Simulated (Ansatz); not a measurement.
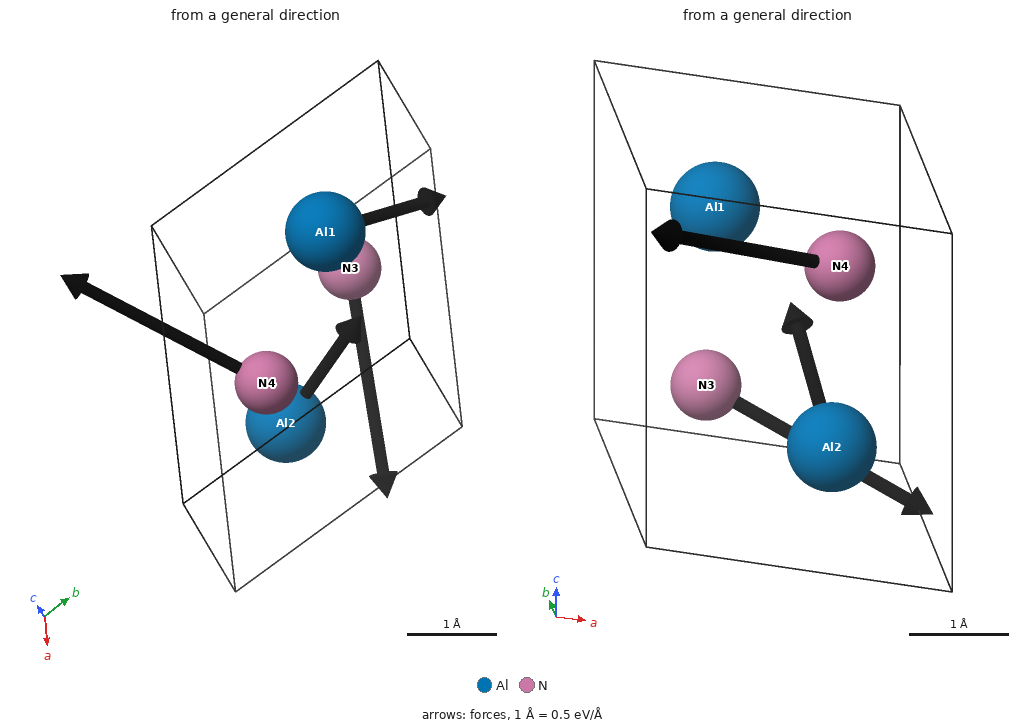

Drawn in the spheres-only manner and seen from two general directions. The outline marks the simulation cell. The arrows are the computed forces on the atoms.

System: AlN. Electronic-structure method: Ansatz, DFT PBE, scalar-relativistic, plane waves, PAW. Parameters: a kinetic-energy cutoff of 420 eV, k-grid 9×9×6, Gaussian smearing of 0.02 eV, no spin polarisation.

Question: Is this an equilibrium geometry?

Answer: No. The atoms still feel forces of up to about 1.2 eV/Å, far above a usual threshold of 0.01 to 0.03 eV/Å.

Question: Name the atom under the greatest force.

Answer: N3 and N4, about 1.2 eV/Å.

Question: Average the force magnitudes by element.

Answer: Mean magnitudes: about Al 0.65 eV/Å, N 1.2 eV/Å.

The structure was taken from a structure listed in the Materials Project. The cell was then strained or its atoms displaced on purpose. An electronic-structure calculation with Ansatz was run on it.
